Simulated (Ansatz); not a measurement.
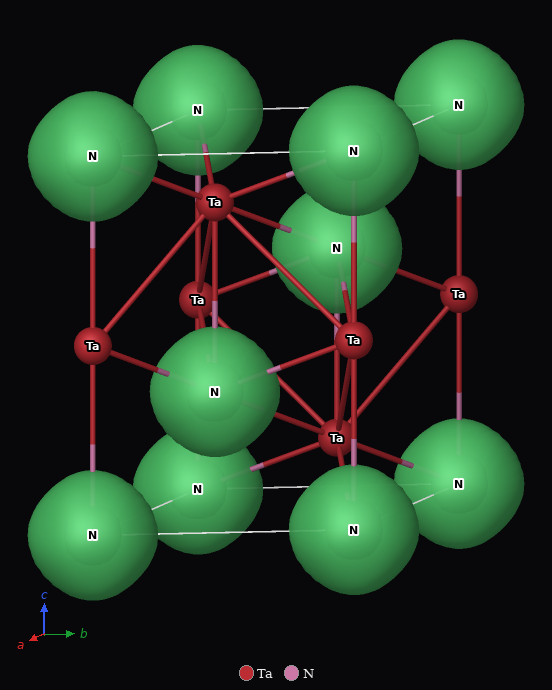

*TaN. Isosurface of the ELF at 0.65 (green), seen slightly off an axis. Core shells and regions of very low density are left out. Sticks mark near contacts.*

Space group R-3m; computed pressure about −5 GPa in this cell.

The calculation used Ansatz, DFT PBE, scalar-relativistic, plane waves, PAW.

Core electrons are frozen (PAW), and the valence fields are smoothed inside the atomic spheres.

```yaml
crystal:
  lattice:
    - [2.61863, 0.00000, -2.61863]
    - [-2.61863, 2.61863, 0.00000]
    - [3.14235, 3.14235, 3.14235]
  atoms:
    - { symbol: Ta, position: [0.33333, 0.66667, 0.16667] }
    - { symbol: Ta, position: [0.00000, 0.00000, 0.50000] }
    - { symbol: Ta, position: [0.66667, 0.33333, 0.83333] }
    - { symbol: N, position: [0.00000, 0.00000, 0.00000] }
    - { symbol: N, position: [0.66667, 0.33333, 0.33333] }
    - { symbol: N, position: [0.33333, 0.66667, 0.66667] }
```

**Where are the electrons localised?**

The ELF exceeds this value in three regions wrapped around N (the valence shell of each), counted in one cell of 6 atoms. Regions shared between cells count once.

Values along the shortest contacts:
Ta–N (2.32 Å): the ELF peaks at about 0.80 in the valence shell of N, 0.7 Å from its nucleus, and is about 0.15 at the midpoint: no localised pair shows between them. Ta–Ta (2.80 Å): the ELF is about 0.45 at the midpoint.

**Does the calculation give a band gap?**

It is metallic or semimetallic at this level of theory: no gap opens; semilocal functionals without U, or without the true magnetic order, often close the gap of such compounds.
